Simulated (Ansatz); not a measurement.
## Lu_Al in AlN (P6_3mc): charge-transition levels and formation energies

Aim: at which Fermi levels does Lu_Al in AlN (P6_3mc) change its charge? The model is a cell of 72 host atoms with 1 Al taken out and 1 Lu put in.

Program: Ansatz 0.2.0. Level of theory: place-levels on r2SCAN runs: charge-transition levels and formation energies with image-charge correction and potential alignment at the atomic sites; PAW set soft_1. Results are calculated unless marked as measured.

**1. The starting structure**

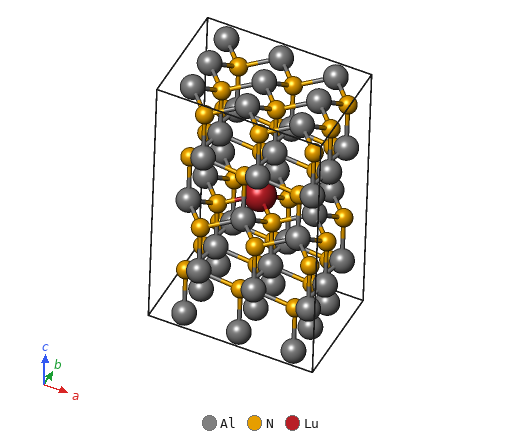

The starting structure, seen slightly off an axis (aluminium grey, nitrogen orange, lutetium red). Some periodic images of atoms are drawn too.

The cell holds 72 atoms: 35 Al, 36 N and 1 Lu. Its edges and angles: a = 9.320 Å, b = 9.320 Å, c = 9.956 Å, α = 90.0°, β = 90.0°, γ = 120.0°. It derives from AlN (space group P6_3mc). Nearest the centre at fractional (0.444, 0.556, 0.500): Lu34 at 0.00 Å, N11 at 1.89 Å, N43 at 1.89 Å, N35 at 1.89 Å, N40 at 1.90 Å, Al9 at 3.07 Å, Al13 at 3.07 Å, Al41 at 3.07 Å.

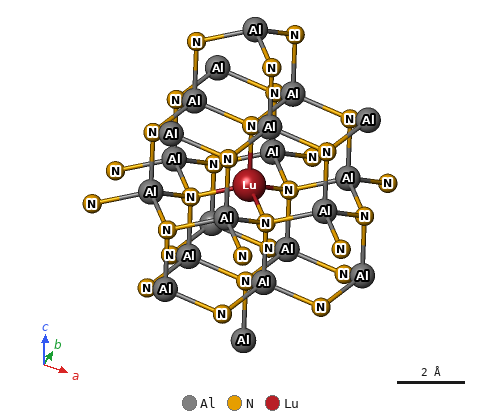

The atoms within 5 Å of the centre.

As a file:

```xyz
72
Lattice="9.3196 0.0000 0.0000 -4.6598 8.0710 0.0000 0.0000 0.0000 9.9565" Properties=species:S:1:pos:R:3 pbc="T T T"
Al    1.5533    0.8968    2.4852
Al    0.0000    1.7936    4.9743
N     1.5533    0.8968    4.3848
N     0.0000    1.7936    1.8957
Al    1.5533    0.8968    7.4634
Al    0.0000    1.7936    9.9525
N     1.5533    0.8968    9.3631
N     0.0000    1.7936    6.8739
Al    0.0000    3.5871    2.4852
Al   -1.5533    4.4839    4.9743
N     0.0000    3.5871    4.3848
N    -1.5533    4.4839    1.8957
Al    0.0000    3.5871    7.4634
Al   -1.5533    4.4839    9.9525
N     0.0000    3.5871    9.3631
N    -1.5533    4.4839    6.8739
Al   -1.5533    6.2774    2.4852
Al   -3.1065    7.1742    4.9743
N    -1.5533    6.2774    4.3848
N    -3.1065    7.1742    1.8957
Al   -1.5533    6.2774    7.4634
Al   -3.1065    7.1742    9.9525
N    -1.5533    6.2774    9.3631
N    -3.1065    7.1742    6.8739
Al    4.6598    0.8968    2.4852
Al    3.1065    1.7936    4.9743
N     4.6598    0.8968    4.3848
N     3.1065    1.7936    1.8957
Al    4.6598    0.8968    7.4634
Al    3.1065    1.7936    9.9525
N     4.6598    0.8968    9.3631
N     3.1065    1.7936    6.8739
Al    3.1065    3.5871    2.4852
Lu    1.5533    4.4839    4.9743
N     3.1065    3.5871    4.3848
N     1.5533    4.4839    1.8957
Al    3.1065    3.5871    7.4634
Al    1.5533    4.4839    9.9525
N     3.1065    3.5871    9.3631
N     1.5533    4.4839    6.8739
Al    1.5533    6.2774    2.4852
Al    0.0000    7.1742    4.9743
N     1.5533    6.2774    4.3848
N     0.0000    7.1742    1.8957
Al    1.5533    6.2774    7.4634
Al    0.0000    7.1742    9.9525
N     1.5533    6.2774    9.3631
N     0.0000    7.1742    6.8739
Al    7.7663    0.8968    2.4852
Al    6.2130    1.7936    4.9743
N     7.7663    0.8968    4.3848
N     6.2130    1.7936    1.8957
Al    7.7663    0.8968    7.4634
Al    6.2130    1.7936    9.9525
N     7.7663    0.8968    9.3631
N     6.2130    1.7936    6.8739
Al    6.2130    3.5871    2.4852
Al    4.6598    4.4839    4.9743
N     6.2130    3.5871    4.3848
N     4.6598    4.4839    1.8957
Al    6.2130    3.5871    7.4634
Al    4.6598    4.4839    9.9525
N     6.2130    3.5871    9.3631
N     4.6598    4.4839    6.8739
Al    4.6598    6.2774    2.4852
Al    3.1065    7.1742    4.9743
N     4.6598    6.2774    4.3848
N     3.1065    7.1742    1.8957
Al    4.6598    6.2774    7.4634
Al    3.1065    7.1742    9.9525
N     4.6598    6.2774    9.3631
N     3.1065    7.1742    6.8739
```

Screening for the image-charge correction: ε∞ = (4.49, 4.49, 4.72), ε0 = (8.15, 8.15, 9.65), computed on the host (DFPT, PBEsol, on the r2SCAN cell), and a cell off the functional's own equilibrium shifts the ionic part.

The cell's shortest repeat is 9.3 Å.

**2. What was run first**

Levels follow from differences of total energies between charge states, each relaxed by itself.

Random displacements of about 0.05 Å break the site symmetry at the start, so that the relaxation can reach a distorted minimum if there is one. Forces are taken at one point at (¼, ¼, ¼). The cell holds 1 electron more than the neutral one, with a uniform background that keeps it neutral on the whole. The electron count is odd, so at least one spin is unpaired; this run locks the moment at 1 μB.

The sampling was tested on the host first: at the k-points planned (1x1x1 shifted 0.25 0.25 0.25) its energy lies -0.014 eV an atom from the dense-mesh value, under the bound of 0.02 eV set for this test; that bounds the host's error, not the defect's.

One of the inputs; charge, spin and start change from state to state.

qm1_M1.relax/input.yaml

```yaml
crystal:
  lattice:
    - [9.31956554, 9.0e-08, 0.0]
    - [-4.65978284, 8.07098046, 0.0]
    - [0.0, 0.0, 9.95647772]
  atoms:
    - { symbol: Al, position: [0.22222222, 0.11111111, 0.24960167] }
    - { symbol: Al, position: [0.11111111, 0.22222222, 0.49960167] }
    - { symbol: "N", position: [0.22222222, 0.11111111, 0.44039833] }
    - { symbol: "N", position: [0.11111111, 0.22222222, 0.19039833] }
    - { symbol: Al, position: [0.22222222, 0.11111111, 0.74960167] }
    - { symbol: Al, position: [0.11111111, 0.22222222, 0.99960167] }
    - { symbol: "N", position: [0.22222222, 0.11111111, 0.94039833] }
    - { symbol: "N", position: [0.11111111, 0.22222222, 0.69039833] }
    - { symbol: Al, position: [0.22222222, 0.44444444, 0.24960167] }
    - { symbol: Al, position: [0.11111111, 0.55555556, 0.49960167] }
    - { symbol: "N", position: [0.22222222, 0.44444444, 0.44039833] }
    - { symbol: "N", position: [0.11111111, 0.55555556, 0.19039833] }
    - { symbol: Al, position: [0.22222222, 0.44444444, 0.74960167] }
    - { symbol: Al, position: [0.11111111, 0.55555556, 0.99960167] }
    - { symbol: "N", position: [0.22222222, 0.44444444, 0.94039833] }
    - { symbol: "N", position: [0.11111111, 0.55555556, 0.69039833] }
    - { symbol: Al, position: [0.22222222, 0.77777778, 0.24960167] }
    - { symbol: Al, position: [0.11111111, 0.88888889, 0.49960167] }
    - { symbol: "N", position: [0.22222222, 0.77777778, 0.44039833] }
    - { symbol: "N", position: [0.11111111, 0.88888889, 0.19039833] }
    - { symbol: Al, position: [0.22222222, 0.77777778, 0.74960167] }
    - { symbol: Al, position: [0.11111111, 0.88888889, 0.99960167] }
    - { symbol: "N", position: [0.22222222, 0.77777778, 0.94039833] }
    - { symbol: "N", position: [0.11111111, 0.88888889, 0.69039833] }
    - { symbol: Al, position: [0.55555556, 0.11111111, 0.24960167] }
    - { symbol: Al, position: [0.44444444, 0.22222222, 0.49960167] }
    - { symbol: "N", position: [0.55555556, 0.11111111, 0.44039833] }
    - { symbol: "N", position: [0.44444444, 0.22222222, 0.19039833] }
    - { symbol: Al, position: [0.55555556, 0.11111111, 0.74960167] }
    - { symbol: Al, position: [0.44444444, 0.22222222, 0.99960167] }
    - { symbol: "N", position: [0.55555556, 0.11111111, 0.94039833] }
    - { symbol: "N", position: [0.44444444, 0.22222222, 0.69039833] }
    - { symbol: Al, position: [0.55555556, 0.44444444, 0.24960167] }
    - { symbol: Lu, position: [0.44444444, 0.55555556, 0.49960167] }
    - { symbol: "N", position: [0.55555556, 0.44444444, 0.44039833] }
    - { symbol: "N", position: [0.44444444, 0.55555556, 0.19039833] }
    - { symbol: Al, position: [0.55555556, 0.44444444, 0.74960167] }
    - { symbol: Al, position: [0.44444444, 0.55555556, 0.99960167] }
    - { symbol: "N", position: [0.55555556, 0.44444444, 0.94039833] }
    - { symbol: "N", position: [0.44444444, 0.55555556, 0.69039833] }
    - { symbol: Al, position: [0.55555556, 0.77777778, 0.24960167] }
    - { symbol: Al, position: [0.44444444, 0.88888889, 0.49960167] }
    - { symbol: "N", position: [0.55555556, 0.77777778, 0.44039833] }
    - { symbol: "N", position: [0.44444444, 0.88888889, 0.19039833] }
    - { symbol: Al, position: [0.55555556, 0.77777778, 0.74960167] }
    - { symbol: Al, position: [0.44444444, 0.88888889, 0.99960167] }
    - { symbol: "N", position: [0.55555556, 0.77777778, 0.94039833] }
    - { symbol: "N", position: [0.44444444, 0.88888889, 0.69039833] }
    - { symbol: Al, position: [0.88888889, 0.11111111, 0.24960167] }
    - { symbol: Al, position: [0.77777778, 0.22222222, 0.49960167] }
    - { symbol: "N", position: [0.88888889, 0.11111111, 0.44039833] }
    - { symbol: "N", position: [0.77777778, 0.22222222, 0.19039833] }
    - { symbol: Al, position: [0.88888889, 0.11111111, 0.74960167] }
    - { symbol: Al, position: [0.77777778, 0.22222222, 0.99960167] }
    - { symbol: "N", position: [0.88888889, 0.11111111, 0.94039833] }
    - { symbol: "N", position: [0.77777778, 0.22222222, 0.69039833] }
    - { symbol: Al, position: [0.88888889, 0.44444444, 0.24960167] }
    - { symbol: Al, position: [0.77777778, 0.55555556, 0.49960167] }
    - { symbol: "N", position: [0.88888889, 0.44444444, 0.44039833] }
    - { symbol: "N", position: [0.77777778, 0.55555556, 0.19039833] }
    - { symbol: Al, position: [0.88888889, 0.44444444, 0.74960167] }
    - { symbol: Al, position: [0.77777778, 0.55555556, 0.99960167] }
    - { symbol: "N", position: [0.88888889, 0.44444444, 0.94039833] }
    - { symbol: "N", position: [0.77777778, 0.55555556, 0.69039833] }
    - { symbol: Al, position: [0.88888889, 0.77777778, 0.24960167] }
    - { symbol: Al, position: [0.77777778, 0.88888889, 0.49960167] }
    - { symbol: "N", position: [0.88888889, 0.77777778, 0.44039833] }
    - { symbol: "N", position: [0.77777778, 0.88888889, 0.19039833] }
    - { symbol: Al, position: [0.88888889, 0.77777778, 0.74960167] }
    - { symbol: Al, position: [0.77777778, 0.88888889, 0.99960167] }
    - { symbol: "N", position: [0.88888889, 0.77777778, 0.94039833] }
    - { symbol: "N", position: [0.77777778, 0.88888889, 0.69039833] }
  host:
    repeats: [3, 3, 2]
    atoms:
      - { symbol: Al, position: [0.66666667, 0.33333333, 0.49920333] }
      - { symbol: Al, position: [0.33333333, 0.66666667, 0.99920333] }
      - { symbol: "N", position: [0.66666667, 0.33333333, 0.88079667] }
      - { symbol: "N", position: [0.33333333, 0.66666667, 0.38079667] }
total_charge: -1
basis:
  ecutwfc: 500
  xc_grid: 2
hamiltonian:
  xc: r2scan
  pseudopotentials: { kind: paw, azcp: { folder: soft_1 } }
kpoints:
  mp_grid: { grid: [1, 1, 1], shift: [0.25, 0.25, 0.25] }
magnetization:
  spin_polarized: true
  initial_magnetization: 1
  spin_locking: { lock_magnetization: hard }
scf:
  occupations: { method: fixed }
  max_iter: 100
output:
  forces: true
  charged_corrections:
    epsilon: [4.49, 4.49, 4.72]
    static_epsilon: [8.15, 8.15, 9.65]
    defect_position: [0.444444, 0.555556, 0.499602]
relax:
  f_tol: 0.02
  max_steps: 80
  random_displacement: { amplitude: 0.05, seed: 2179 }
checkpoint:
  write: "../qm1_M1.relax.run"
  compress: false
  write_wavefunctions: true
  write_every: 100000
```

The run is started by

```console
> ansatz run input.yaml --threads 4 --pin off --max-ram 7536MiB --backend cpu --events-out ev --progress --plain --runs-dir out
```

Defect states can disperse in a cell of this size, so the energy is taken again at a 2×2×2 shifted mesh, on the relaxed structure.

The run of this state that the levels use, under r2SCAN:

qm1_M1.point/input.yaml

```yaml
crystal:
  checkpoint: "../qm1_M1.relax.run"
  host: checkpoint
total_charge: -1
basis:
  ecutwfc: 500
  xc_grid: 2
hamiltonian:
  xc: r2scan
  pseudopotentials: { kind: paw, azcp: { folder: soft_1 } }
kpoints:
  mp_grid: { grid: [2, 2, 2], shift: [0.5, 0.5, 0.5] }
magnetization:
  spin_polarized: true
  initial_magnetization: 1
  spin_locking: { lock_magnetization: hard }
scf:
  occupations: { method: fermi_dirac, width: 0.01 }
  max_iter: 100
output:
  forces: true
  eigenvalues: true
  charged_corrections:
    epsilon: [4.49, 4.49, 4.72]
    static_epsilon: [8.15, 8.15, 9.65]
    defect_position: [0.444444, 0.555556, 0.499602]
  eigenstates: { localisation: true }
  populations: true
  efg: {}
  band_densities: [{ bands: [v1, v1] }, { bands: [c1, c1] }]
  write_density: true
  write_potential: true
  volumetric_format: npy
checkpoint:
  read: "../qm1_M1.relax.run"
  write: "../qm1_M1.point.run"
  compress: false
  write_wavefunctions: false
  write_every: 100000
```

Relaxations under r2SCAN at one point at (¼, ¼, ¼); times on 4 threads of Arm Neoverse V2, shared host:

| charge | moment (μB) | occupations | outcome | steps | largest displacement against the far atoms (Å) | time |
| --- | --- | --- | --- | --- | --- | --- |
| −1 | 1 | fixed | converged | 11 | 0.27 | 5.6 min |
| 0 | 0 | fixed | converged | 8 | 0.22 | 1.7 min |
| +1 | 1 | fixed | converged | 8 | 0.33 | 4.7 min |

Single points under r2SCAN at a 2×2×2 shifted mesh; times on 4 threads of Arm Neoverse V2, shared host:

| charge | moment (μB) | occupations | outcome | time |
| --- | --- | --- | --- | --- |
| −1 | 1 | fermi-dirac | converged | 3.3 min |
| 0 | 0 | fermi-dirac | converged | 69 s |
| +1 | 1 | fermi-dirac | converged | 3 min |

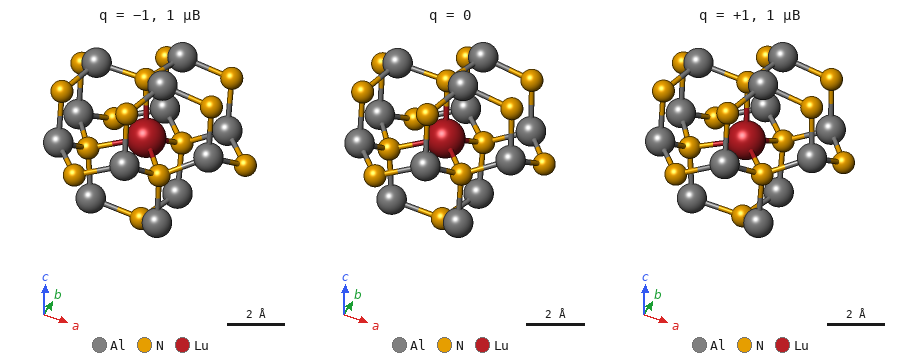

The structures near the centre after relaxation with r2SCAN, by charge.

Distances (Å) from Lu34 to the nearest atoms after relaxation with r2SCAN:

| charge | moment (μB) | 1. | 2. | 3. | 4. | 5. | 6. |
| --- | --- | --- | --- | --- | --- | --- | --- |
| −1 | 1 | N 2.11 | N 2.11 | N 2.17 | N 2.17 | Al 2.97 | Al 2.97 |
| 0 | 0 | N 2.09 | N 2.10 | N 2.10 | N 2.14 | N 2.99 | Al 3.10 |
| +1 | 1 | N 2.10 | N 2.10 | N 2.12 | N 2.15 | N 2.86 | Al 3.06 |

**3. Levels against the band edges, r2SCAN**

A charged cell interacts with its images and the background, and its potential has another zero than the host's. place-levels removes the first by a point-charge model, screened by the static dielectric constant since the ions have relaxed around the charge, and the second by comparing potentials at atoms far from the defect.

The host is a run of the defect-free crystal in the same cutoffs, grids and k-points, so that basis and sampling errors cancel in part in the differences. The host is run in a cell of 8 atoms on a matching mesh. Its band edges are searched through the zone by a band path, so the gap is smaller than, or equal to, that on the mesh. Chemical potentials are energies per atom of Al (fcc) and Lu (hcp), run with the same functional and cutoff.

levels.point.yaml

```yaml
host:
  run: host.point.run
states: [qm1_M1.point.run, q0.point.run, qp1_M1.point.run]
geometry_from:
  qm1_M1.point.run: qm1_M1.relax.run
  q0.point.run: q0.relax.run
  qp1_M1.point.run: qp1_M1.relax.run
  host.point.run: host.relax.run
chemical_potentials:
  Al:
    energy: -540.418346
    dataset: <sha256 of the dataset>
  Lu:
    energy: -14744.268682
    dataset: "<sha256 of the dataset>"
epsilon: [4.49, 4.49, 4.72]
static_epsilon: [8.15, 8.15, 9.65]
vertical:
  - { from: qm1_M1.point.run, to: qm1_M1.point_neutral.run }
  - { from: qp1_M1.point.run, to: qp1_M1.point_neutral.run }
```

The run is started by

```console
> ansatz place-levels levels.point.yaml -- --threads 4 --pin off --max-ram 7536MiB
```

Numbers of over 12 decimals in the logs are rounded to 6 here.

Log:

```text
[... repeated set-up lines and file paths are left out, and long positions are rounded to six places ...]
(+1/0) 0.073 eV beneath the valence edge (-0.292 eV without the band-filling correction), in the valence band
(0/-1) 5.255 eV above the valence edge, in the conduction band
formation energy of charge +1: +1.065 eV with the Fermi level at the valence edge
formation energy of charge 0: +0.992 eV with the Fermi level at the valence edge
formation energy of charge -1: +6.247 eV with the Fermi level at the valence edge
vertical -1 to 0: no energy, since no alignment is typed
  the change from vertical[0].from (qm1_M1.point.run) to vertical[0].to (qm1_M1.point_neutral.run): by its potential at epsilon [4.49, 4.49, 4.72] it stands at 0.668 0.658 0.524, with an rms radius of about 1.6 Å (1.2 1.0 0.6 Å across the planes of the cell's [...]
vertical +1 to 0: no energy, since no alignment is typed
  the change from vertical[1].from (qp1_M1.point.run) to vertical[1].to (qp1_M1.point_neutral.run): by its potential at epsilon [4.49, 4.49, 4.72] it stands at 0.546 0.451 0.428, with an rms radius of about 2.0 Å (1.4 1.3 0.5 Å across the planes of the cell's [...]
  edges by r2scan, gap 4.878 eV; the host is sampled to repeats of 18.64 Å
  the defect's cells are sampled to repeats of 18.64 Å, like sampling
  charge +1: -47634.9970 eV with its correction of +0.619 eV, at epsilon [8.15, 8.15, 9.65], aligned at sites: +0.3558 eV, mean over 33 atomic sites at or beyond 4.66 Å from the host's site at [0.4444, 0.5556, 0.4997] by the defect at [0.4444, 0.5556, [...]
  charge 0: +0.000 eV for its dipole among its images, +0.000 omitted
  charge -1: -47616.1973 eV with its correction of -0.179 eV, at epsilon [8.15, 8.15, 9.65], aligned at sites: +0.4419 eV, mean over 33 atomic sites at or beyond 4.66 Å from the host's site at [0.4444, 0.5556, 0.4997] by the defect at [0.4444, 0.5556, [...]
  of states[2] (qp1_M1.point.run): a band-filling correction moves a carrier to the host's band edge, which changes its energy by -0.218 eV; [...]
  of states[1] (q0.point.run): its displacements don't fall off away from the defect: farther atoms stand 0.013 Å off the host's places. [...]
  of states[0] (qm1_M1.point.run): its displacements don't fall off away from the defect: farther atoms stand 0.022 Å off the host's places. [...]
  of vertical[0].from (qm1_M1.point.run): its displacements don't fall off away from the defect: farther atoms stand 0.022 Å off the host's places. [...]
  of vertical[0].to (qm1_M1.point_neutral.run): its displacements don't fall off away from the defect: farther atoms stand 0.022 Å off the host's places. [...]
  of vertical[1].from (qp1_M1.point.run): its displacements don't fall off away from the defect: farther atoms stand 0.015 Å off the host's places. [...]
  of vertical[1].to (qp1_M1.point_neutral.run): its displacements don't fall off away from the defect: farther atoms stand 0.015 Å off the host's places. [...]
```

The job ended after 0.3 s (4 threads of Arm Neoverse V2, shared host).

[end of part 1 of 2]

[Logs are printed without paths, hosts, clocks, repeated set-up lines and the standing remarks that a program may print on its own settings, such as how far it seeks lower states.]

[Hosts, paths, dates, database ids (printed as entryN), source tags and the programs' standing remarks are cut or masked in the printed files.]

[Where a table of states has a column of steps, it counts the stored structures, which are thinned; the runs took as many ionic steps or more.]

[A defect's name tells the site on which it was built; relaxed atoms can leave that site.]

[For some hosts the program warned that the k-mesh of the response run may be too coarse for force constants and the static dielectric constant; such warnings are not shown here.]
